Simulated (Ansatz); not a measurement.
# Run report: TiSi, geometry relaxation (part 2 of 2)

The same run, continued: TiSi (Cmmm, 16 atoms in the cell); DFT r2SCAN, scalar-relativistic, plane waves, PAW, no spin polarisation (Ansatz 0.2.0); cutoff 500 eV, 6×6×6 k-mesh, Gaussian smearing of 0.1 eV. The structure derives from an entry of the Crystallography Open Database. It belongs to a series of runs on one base structure; here: 0 of 8 Si sites taken by Sn, cell and atoms relaxed.

Geometry of the input (Å; fractional positions):
```
-3.6265  0.0000  4.1679
-3.6265  0.0000  -4.1679
0.0000  -7.6155  0.0000
Ti 0.5254  0.4746  0.5000
Ti 0.0254  0.9746  0.5000
Ti 0.5254  0.9746  0.5000
Ti 0.0254  0.4746  0.5000
Ti 0.5254  0.9746  1.0000
Ti 0.0254  0.4746  1.0000
Ti 0.5254  0.4746  1.0000
Ti 0.0254  0.9746  1.0000
Si 0.7754  0.2246  0.2500
Si 0.2754  0.7246  0.2500
Si 0.2754  0.7246  0.7500
Si 0.7754  0.2246  0.7500
Si 0.2754  0.2246  0.7500
Si 0.7754  0.7246  0.7500
Si 0.2754  0.2246  0.2500
Si 0.7754  0.7246  0.2500
```

```
basis re-selected at this cell: Δ(F+E_penalty+E_count) = +1.486e-4 eV, ΔP = -0.001 GPa vs the last step (what re-selecting the basis moved, of the pressure what is left beyond the Pulay correction that the steps carried, after the strain that the cell walked since its last selection, with what the two solves' SCF thresholds leave and, on support functions, any second-order correction that the steps lacked; it is no measure of the basis error at this ecutwfc). This SCF's stress stands 6.64e-2 GPa from its target on what of the cell is left free (relax.cell.stress_tol is 1.50e-1 GPa) and its largest allowed force component is 6.93e-23 eV/Å (relax.f_tol is 1.50e-2 eV/Å): within both
SCF converged after 4 iterations
Free energy (F): -25156.109842 eV
Harris-Foulkes:  -25156.109842 eV  (|F-HF|=4.37e-11)
Internal energy: -25156.063707 eV  (E = F + TS)
E sigma→0 (E₀):  -25156.086775 eV
Entropy (-TS):   -0.046135 eV (-2.883 meV/atom)
Fermi energy:    13.792478 eV
--- Per-component energies (eV) ---
  E_band       = -1102.354007
  E_kinetic    = 2542.874455
  E_local      = -7587.038769  (includes V_loc(G=0)·N_el)
  E_nonlocal   = 258.363695
  E_hartree    = 3276.015220
  E_xc         = -1173.322923
  E_vxc        = -1489.036987  (∫ρ·V_xc dr)
  E_paw        = -12615.104471  (= ΣΔE_a)
  E_vpaw       = -1470.300678  (= ΣTr[D̂ρ^β])
  E_aug_tail   = 0.000846  (compensation charges beyond the density's cutoff)
  E_vtau       = 90.751148  (kinetic-family band-sum trace: ∫τ·v_τ [+ j·A + Jᵃ·Aᵃ] dr)
  E_ewald      = -9855.212639
  E_core_change = -2.639121  (= ΣΔE_core)
  E_smearing   = -0.046135  (= −TS)
  E_closure    = -0.000000  (closes the sum)
  Σ components = -25156.109842   (vs F -25156.109842, Δ=0.00e0)
--- Forces (eV/Å), atoms counted from 1 ---
  atom   1  Ti    -0.00000000    -0.00000000     0.00000000
  atom   2  Ti     0.00000000     0.00000000     0.00000000
  atom   3  Ti    -0.00000000     0.00000000    -0.00000000
  atom   4  Ti     0.00000000     0.00000000     0.00000000
  atom   5  Ti    -0.00000000    -0.00000000     0.00000000
  atom   6  Ti     0.00000000    -0.00000000    -0.00000000
  atom   7  Ti    -0.00000000    -0.00000000    -0.00000000
  atom   8  Ti     0.00000000     0.00000000    -0.00000000
  atom   9  Si     0.00000000    -0.00000000    -0.00000000
  atom  10  Si     0.00000000     0.00000000    -0.00000000
  atom  11  Si     0.00000000    -0.00000000     0.00000000
  atom  12  Si    -0.00000000     0.00000000     0.00000000
  atom  13  Si     0.00000000    -0.00000000     0.00000000
  atom  14  Si     0.00000000     0.00000000    -0.00000000
  atom  15  Si     0.00000000    -0.00000000     0.00000000
  atom  16  Si     0.00000000    -0.00000000     0.00000000
  max |Σ_I F_I| component: 5.62e-23 eV/Å
--- Stress (GPa, compression-positive) ---
       -0.066376      -0.000000      -0.000000
       -0.000000       0.026002      -0.000000
       -0.000000      -0.000000      -0.056016
  P = ⅓ Tr σ = -0.0321 GPa (-0.321 kbar)
--- Band table (eV; the first three rows and the last of 52) ---
  k-point 0: bands = ["-45.3022", "-45.3003", "-45.2179", "-45.2179", "-45.2165", "-45.2165", "-45.1396", "-45.1382", "-20.7965", "-20.7965", "-20.7883", "-20.7883", "-20.7305", "-20.7254", "-20.7225", "-20.6753", "-20.6550", "-20.6507", "-20.6237", "-20.6237", "-20.5905", "-20.5905", "-20.5447", "-20.5175", "-20.1930", "-20.1911", "-20.0985", "-20.0972", "-20.0972", "-20.0968", "-20.0954", "-20.0954", "1.1056", "2.5074", "5.2907", "5.2907", "5.5841", "5.5841", "6.6828", "6.8149", "6.8149", "7.7618", "8.3360", "8.3360", "8.5934", "9.6751", "9.7635", "9.9083", "10.5897", "10.5897", "10.7716", "10.7716", "10.8084", "11.0933", "11.6539", "11.7178", "11.8737", "11.8737", "12.3328", "12.4552", "12.6473", "12.8730", "12.8909", "12.8909", "13.3332", "14.3301", "14.6237", "15.2650", "15.2650", "15.6047", "15.6435", "15.6435", "15.6803", "15.8284", "15.8284", "15.9444", "15.9444", "16.1366", "16.1976", "16.3312"]
  k-point 1: bands = ["-45.3021", "-45.3004", "-45.2178", "-45.2178", "-45.2166", "-45.2166", "-45.1395", "-45.1383", "-20.7960", "-20.7960", "-20.7889", "-20.7889", "-20.7302", "-20.7258", "-20.7193", "-20.6785", "-20.6547", "-20.6510", "-20.6215", "-20.6215", "-20.5928", "-20.5928", "-20.5429", "-20.5193", "-20.1929", "-20.1913", "-20.0984", "-20.0971", "-20.0971", "-20.0969", "-20.0956", "-20.0956", "1.1747", "2.3700", "5.3097", "5.3097", "5.5637", "5.5637", "6.8894", "6.8894", "6.9238", "7.8300", "8.1850", "8.1850", "8.6492", "9.3354", "9.6435", "9.9777", "10.3735", "10.6009", "10.6009", "10.7584", "10.7584", "11.2436", "11.4423", "12.0247", "12.0247", "12.2690", "12.3523", "12.5304", "12.6245", "12.8724", "12.8724", "13.0834", "13.7172", "14.2350", "14.6761", "15.2460", "15.3512", "15.3512", "15.5788", "15.6437", "15.6537", "15.6537", "15.8180", "15.8180", "15.8286", "15.9731", "15.9731", "16.1001"]
  k-point 2: bands = ["-45.3017", "-45.3007", "-45.2176", "-45.2176", "-45.2168", "-45.2168", "-45.1393", "-45.1386", "-20.7945", "-20.7945", "-20.7904", "-20.7904", "-20.7292", "-20.7267", "-20.7107", "-20.6871", "-20.6539", "-20.6518", "-20.6155", "-20.6155", "-20.5989", "-20.5989", "-20.5379", "-20.5243", "-20.1926", "-20.1916", "-20.0981", "-20.0972", "-20.0968", "-20.0968", "-20.0959", "-20.0959", "1.3748", "2.0461", "5.3620", "5.3620", "5.5086", "5.5086", "7.1053", "7.1053", "7.5552", "7.8316", "7.8316", "8.0331", "8.8116", "8.8141", "9.3669", "9.3893", "10.1834", "10.6324", "10.6324", "10.7232", "10.7232", "10.9579", "12.0176", "12.3476", "12.3476", "12.4066", "12.5636", "12.7048", "12.8008", "12.8008", "12.9652", "13.6298", "13.9613", "14.5140", "14.5263", "14.7886", "14.8282", "15.2299", "15.3366", "15.6223", "15.6223", "15.6817", "15.6817", "15.7554", "15.8099", "15.8099", "16.0534", "16.0534"]
  k-point 51: bands = ["-45.2202", "-45.2202", "-45.2202", "-45.2202", "-45.2178", "-45.2178", "-45.2178", "-45.2178", "-20.6140", "-20.6140", "-20.6140", "-20.6140", "-20.6090", "-20.6090", "-20.6090", "-20.6090", "-20.4747", "-20.4747", "-20.4747", "-20.4747", "-20.4293", "-20.4293", "-20.4293", "-20.4293", "-20.4262", "-20.4262", "-20.4262", "-20.4262", "-20.4161", "-20.4161", "-20.4161", "-20.4161", "3.7661", "3.7661", "3.7661", "3.7661", "4.2817", "4.2817", "4.2817", "4.2817", "9.9452", "9.9452", "9.9452", "9.9452", "10.1825", "10.1825", "10.1825", "10.1825", "11.2377", "11.2377", "11.2377", "11.2377", "12.0952", "12.0952", "12.0952", "12.0952", "12.1785", "12.1785", "12.1785", "12.1785", "13.1193", "13.1193", "13.1193", "13.1193", "13.9703", "13.9703", "13.9703", "13.9703", "14.3904", "14.3904", "14.3904", "14.3904", "14.7775", "14.7775", "14.7775", "14.7775", "15.9281", "15.9281", "15.9281", "15.9281"]
--- Relaxed structure (5 steps of the walk, 5 accepted, 1 SCFs on fresh bases) ---
  F+E_penalty+E_count = -25156.10984234 eV   max|allowed force component| = 6.928e-23 eV/Å   (the final SCF, on the basis selected at the relaxed cell)
  cell:  # Å, volume = 229.7298 Å³
    - [-3.649337615688546, -1.271017180766211e-34, 4.128035115139317]
    - [-3.649337615688546, -1.5779819922780387e-34, -4.128035115139317]
    - [-2.991381829011117e-34, -7.624823950355384, -2.804420464697922e-35]
  atoms:
    - { symbol: Ti, position: [0.5253750000125, 0.4746249999875, 0.4999999999999999] }
    - { symbol: Ti, position: [0.025375000012499982, 0.9746249999874999, 0.4999999999999999] }
    - { symbol: Ti, position: [0.5253750000124999, 0.9746249999874999, 0.4999999999999999] }
    - { symbol: Ti, position: [0.02537500001250001, 0.47462499998749996, 0.4999999999999999] }
    - { symbol: Ti, position: [0.5253750000124999, 0.9746249999874999, 0.9999999999999998] }
    - { symbol: Ti, position: [0.02537500001250001, 0.47462499998749996, 0.9999999999999998] }
    - { symbol: Ti, position: [0.5253750000125, 0.4746249999875, 0.9999999999999998] }
    - { symbol: Ti, position: [0.025375000012499982, 0.9746249999874999, 0.9999999999999998] }
    - { symbol: Si, position: [0.7753750000124999, 0.22462499998749996, 0.24999999999999994] }
    - { symbol: Si, position: [0.2753750000124999, 0.7246249999874999, 0.24999999999999994] }
    - { symbol: Si, position: [0.2753750000124999, 0.7246249999874999, 0.7499999999999999] }
    - { symbol: Si, position: [0.7753750000124999, 0.22462499998749996, 0.7499999999999999] }
    - { symbol: Si, position: [0.2753750000124999, 0.22462499998749996, 0.7499999999999999] }
    - { symbol: Si, position: [0.7753750000124999, 0.7246249999874999, 0.7499999999999999] }
    - { symbol: Si, position: [0.2753750000124999, 0.22462499998749996, 0.24999999999999994] }
    - { symbol: Si, position: [0.7753750000124999, 0.7246249999874999, 0.24999999999999994] }
```

**Trajectory as extended XYZ (Å, eV, eV/Å), 6 frames, from step=1 to step=6**
```
16
Lattice="-3.6265 0.0000 4.1679 -3.6265 0.0000 -4.1679 0.0000 -7.6155 0.0000" Properties=species:S:1:pos:R:3:forces:R:3 step=1 energy=-25156.10437 pressure_GPa=-0.02
Ti   -3.6265   -3.8077    0.2115    0.0000   0.0000   0.0000
Ti   -3.6265   -3.8077   -3.9563    0.0000   0.0000   0.0000
Ti   -5.4397   -3.8077   -1.8724    0.0000   0.0000   0.0000
Ti   -1.8132   -3.8077   -1.8724    0.0000   0.0000   0.0000
Ti   -5.4397   -7.6155   -1.8724    0.0000   0.0000   0.0000
Ti   -1.8132   -7.6155   -1.8724    0.0000   0.0000   0.0000
Ti   -3.6265   -7.6155    0.2115    0.0000   0.0000   0.0000
Ti   -3.6265   -7.6155   -3.9563    0.0000   0.0000   0.0000
Si   -3.6265   -1.9039    2.2954    0.0000   0.0000   0.0000
Si   -3.6265   -1.9039   -1.8724    0.0000   0.0000   0.0000
Si   -3.6265   -5.7116   -1.8724    0.0000   0.0000   0.0000
Si   -3.6265   -5.7116    2.2954    0.0000   0.0000   0.0000
Si   -1.8132   -5.7116    0.2115    0.0000   0.0000   0.0000
Si   -5.4397   -5.7116    0.2115    0.0000   0.0000   0.0000
Si   -1.8132   -1.9039    0.2115    0.0000   0.0000   0.0000
Si   -5.4397   -1.9039    0.2115    0.0000   0.0000   0.0000
16
Lattice="-3.6370 0.0000 4.1518 -3.6370 0.0000 -4.1518 0.0000 -7.6145 0.0000" Properties=species:S:1:pos:R:3:forces:R:3 step=2 energy=-25156.10789 pressure_GPa=0.01
Ti   -3.6370   -3.8072    0.2107    0.0000   0.0000   0.0000
Ti   -3.6370   -3.8072   -3.9411    0.0000   0.0000   0.0000
Ti   -5.4556   -3.8072   -1.8652    0.0000   0.0000   0.0000
Ti   -1.8185   -3.8072   -1.8652    0.0000   0.0000   0.0000
Ti   -5.4556   -7.6145   -1.8652    0.0000   0.0000   0.0000
Ti   -1.8185   -7.6145   -1.8652    0.0000   0.0000   0.0000
Ti   -3.6370   -7.6145    0.2107    0.0000   0.0000   0.0000
Ti   -3.6370   -7.6145   -3.9411    0.0000   0.0000   0.0000
Si   -3.6370   -1.9036    2.2866    0.0000   0.0000   0.0000
Si   -3.6370   -1.9036   -1.8652    0.0000   0.0000   0.0000
Si   -3.6370   -5.7109   -1.8652    0.0000   0.0000   0.0000
Si   -3.6370   -5.7109    2.2866    0.0000   0.0000   0.0000
Si   -1.8185   -5.7109    0.2107    0.0000   0.0000   0.0000
Si   -5.4556   -5.7109    0.2107    0.0000   0.0000   0.0000
Si   -1.8185   -1.9036    0.2107    0.0000   0.0000   0.0000
Si   -5.4556   -1.9036    0.2107    0.0000   0.0000   0.0000
16
Lattice="-3.6494 0.0000 4.1226 -3.6494 0.0000 -4.1226 0.0000 -7.6459 0.0000" Properties=species:S:1:pos:R:3:forces:R:3 step=3 energy=-25156.10885 pressure_GPa=-0.32
Ti   -3.6494   -3.8229    0.2092    0.0000   0.0000   0.0000
Ti   -3.6494   -3.8229   -3.9134    0.0000   0.0000   0.0000
Ti   -5.4741   -3.8229   -1.8521    0.0000   0.0000   0.0000
Ti   -1.8247   -3.8229   -1.8521    0.0000   0.0000   0.0000
Ti   -5.4741   -7.6459   -1.8521    0.0000   0.0000   0.0000
Ti   -1.8247   -7.6459   -1.8521    0.0000   0.0000   0.0000
Ti   -3.6494   -7.6459    0.2092    0.0000   0.0000   0.0000
Ti   -3.6494   -7.6459   -3.9134    0.0000   0.0000   0.0000
Si   -3.6494   -1.9115    2.2705    0.0000   0.0000   0.0000
Si   -3.6494   -1.9115   -1.8521    0.0000   0.0000   0.0000
Si   -3.6494   -5.7344   -1.8521    0.0000   0.0000   0.0000
Si   -3.6494   -5.7344    2.2705    0.0000   0.0000   0.0000
Si   -1.8247   -5.7344    0.2092    0.0000   0.0000   0.0000
Si   -5.4741   -5.7344    0.2092    0.0000   0.0000   0.0000
Si   -1.8247   -1.9115    0.2092    0.0000   0.0000   0.0000
Si   -5.4741   -1.9115    0.2092    0.0000   0.0000   0.0000
16
Lattice="-3.6478 0.0000 4.1195 -3.6478 0.0000 -4.1195 0.0000 -7.6250 0.0000" Properties=species:S:1:pos:R:3:forces:R:3 step=4 energy=-25156.10977 pressure_GPa=0.27
Ti   -3.6478   -3.8125    0.2091    0.0000   0.0000   0.0000
Ti   -3.6478   -3.8125   -3.9105    0.0000   0.0000   0.0000
Ti   -5.4717   -3.8125   -1.8507    0.0000   0.0000   0.0000
Ti   -1.8239   -3.8125   -1.8507    0.0000   0.0000   0.0000
Ti   -5.4717   -7.6250   -1.8507    0.0000   0.0000   0.0000
Ti   -1.8239   -7.6250   -1.8507    0.0000   0.0000   0.0000
Ti   -3.6478   -7.6250    0.2091    0.0000   0.0000   0.0000
Ti   -3.6478   -7.6250   -3.9105    0.0000   0.0000   0.0000
Si   -3.6478   -1.9062    2.2688    0.0000   0.0000   0.0000
Si   -3.6478   -1.9062   -1.8507    0.0000   0.0000   0.0000
Si   -3.6478   -5.7187   -1.8507    0.0000   0.0000   0.0000
Si   -3.6478   -5.7187    2.2688    0.0000   0.0000   0.0000
Si   -1.8239   -5.7187    0.2091    0.0000   0.0000   0.0000
Si   -5.4717   -5.7187    0.2091    0.0000   0.0000   0.0000
Si   -1.8239   -1.9062    0.2091    0.0000   0.0000   0.0000
Si   -5.4717   -1.9062    0.2091    0.0000   0.0000   0.0000
16
Lattice="-3.6493 0.0000 4.1280 -3.6493 0.0000 -4.1280 0.0000 -7.6248 0.0000" Properties=species:S:1:pos:R:3:forces:R:3 step=5 energy=-25156.10999 pressure_GPa=-0.03
Ti   -3.6493   -3.8124    0.2095    0.0000   0.0000   0.0000
Ti   -3.6493   -3.8124   -3.9185    0.0000   0.0000   0.0000
Ti   -5.4740   -3.8124   -1.8545    0.0000   0.0000   0.0000
Ti   -1.8247   -3.8124   -1.8545    0.0000   0.0000   0.0000
Ti   -5.4740   -7.6248   -1.8545    0.0000   0.0000   0.0000
Ti   -1.8247   -7.6248   -1.8545    0.0000   0.0000   0.0000
Ti   -3.6493   -7.6248    0.2095    0.0000   0.0000   0.0000
Ti   -3.6493   -7.6248   -3.9185    0.0000   0.0000   0.0000
Si   -3.6493   -1.9062    2.2735    0.0000   0.0000   0.0000
Si   -3.6493   -1.9062   -1.8545    0.0000   0.0000   0.0000
Si   -3.6493   -5.7186   -1.8545    0.0000   0.0000   0.0000
Si   -3.6493   -5.7186    2.2735    0.0000   0.0000   0.0000
Si   -1.8247   -5.7186    0.2095    0.0000   0.0000   0.0000
Si   -5.4740   -5.7186    0.2095    0.0000   0.0000   0.0000
Si   -1.8247   -1.9062    0.2095    0.0000   0.0000   0.0000
Si   -5.4740   -1.9062    0.2095    0.0000   0.0000   0.0000
16
Lattice="-3.6493 0.0000 4.1280 -3.6493 0.0000 -4.1280 0.0000 -7.6248 0.0000" Properties=species:S:1:pos:R:3:forces:R:3 step=6 energy=-25156.10984 pressure_GPa=-0.03
Ti   -3.6493   -3.8124    0.2095    0.0000   0.0000   0.0000
Ti   -3.6493   -3.8124   -3.9185    0.0000   0.0000   0.0000
Ti   -5.4740   -3.8124   -1.8545    0.0000   0.0000   0.0000
Ti   -1.8247   -3.8124   -1.8545    0.0000   0.0000   0.0000
Ti   -5.4740   -7.6248   -1.8545    0.0000   0.0000   0.0000
Ti   -1.8247   -7.6248   -1.8545    0.0000   0.0000   0.0000
Ti   -3.6493   -7.6248    0.2095    0.0000   0.0000   0.0000
Ti   -3.6493   -7.6248   -3.9185    0.0000   0.0000   0.0000
Si   -3.6493   -1.9062    2.2735    0.0000   0.0000   0.0000
Si   -3.6493   -1.9062   -1.8545    0.0000   0.0000   0.0000
Si   -3.6493   -5.7186   -1.8545    0.0000   0.0000   0.0000
Si   -3.6493   -5.7186    2.2735    0.0000   0.0000   0.0000
Si   -1.8247   -5.7186    0.2095    0.0000   0.0000   0.0000
Si   -5.4740   -5.7186    0.2095    0.0000   0.0000   0.0000
Si   -1.8247   -1.9062    0.2095    0.0000   0.0000   0.0000
Si   -5.4740   -1.9062    0.2095    0.0000   0.0000   0.0000
```

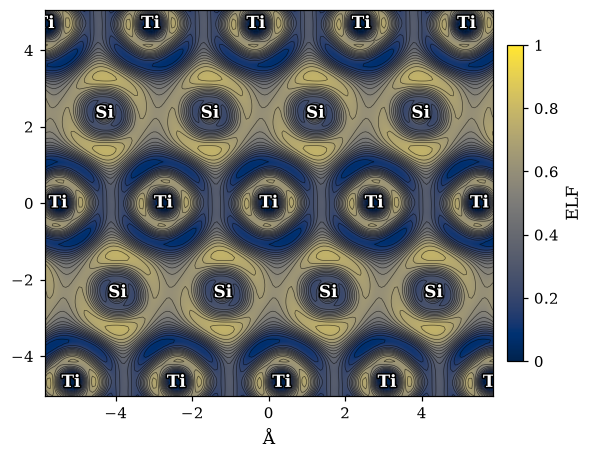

Electron localisation function on the (101̄) plane of the calculation cell. Ti–Si (2.64 Å): the ELF is about 0.40 at the midpoint. Ti–Ti (2.75 Å): the ELF is about 0.35 at the midpoint (no shared electron pair). Ti–Si (2.81 Å): the ELF is about 0.35 at the midpoint. The strong features right at Ti lie inside the PAW spheres (semicore, d or f shells) and say nothing about bonding. Core electrons are frozen (PAW), so the fields are smoothed inside the atomic spheres.

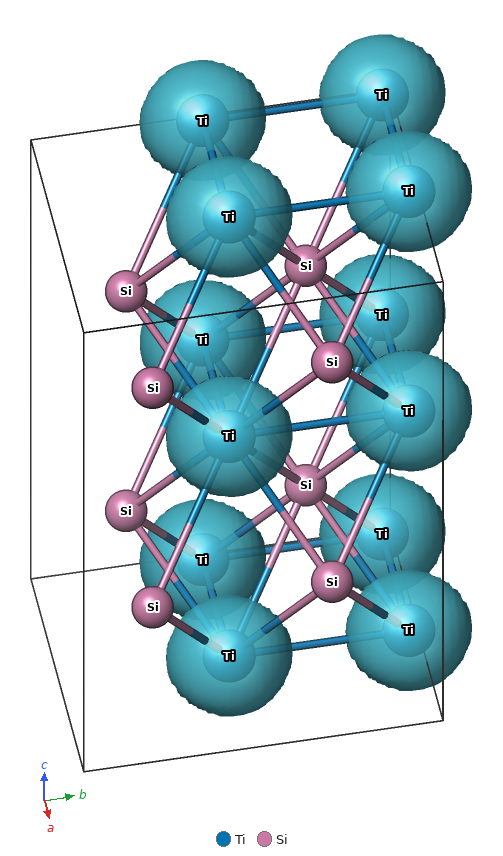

Isosurface of the valence electron density at 0.6 e/Å³ (cyan), seen at an oblique angle. Sticks mark near contacts. The outline is the calculation cell. At this value the density breaks into separate islands; it holds about 55 % of the electrons treated as valence (semicore included). It is pinched off along the Ti–Si (2.64 Å), Ti–Ti (2.75 Å) and Ti–Si (2.81 Å) contacts. On the grid the lowest density along these lines, outside the cores, is 0.28 e/Å³ (Ti–Si, 2.64 Å), 0.26 e/Å³ (Ti–Ti, 2.75 Å) and 0.22 e/Å³ (Ti–Si, 2.81 Å).

**Results in brief**

```json
{"quantity": "outcome", "value": "converged"}
{"quantity": "space group (tolerance 0.01 Å)", "value": "Cmmm (65)"}
{"quantity": "electrons treated", "value": "128"}
{"quantity": "free energy", "value": "−25156.1098 eV"}
{"quantity": "Fermi energy", "value": "13.792 eV"}
{"quantity": "gap on the k-point mesh", "value": "none (metallic)"}
{"quantity": "pressure", "value": "−0.03 GPa"}
{"quantity": "final volume", "value": "229.73 Å³"}
{"quantity": "largest force (length of the vector) at the end", "value": "under 0.001 eV/Å"}
{"quantity": "final cell", "value": "a = 5.510 Å, b = 5.510 Å, c = 7.625 Å, α = 90.00°, β = 90.00°, γ = 97.04°"}
{"quantity": "wall time", "value": "4.4 min (CPU time 8.6 min)"}
{"quantity": "peak memory", "value": "1.8 GiB"}
```

The program warns: the structure was made exactly symmetric.
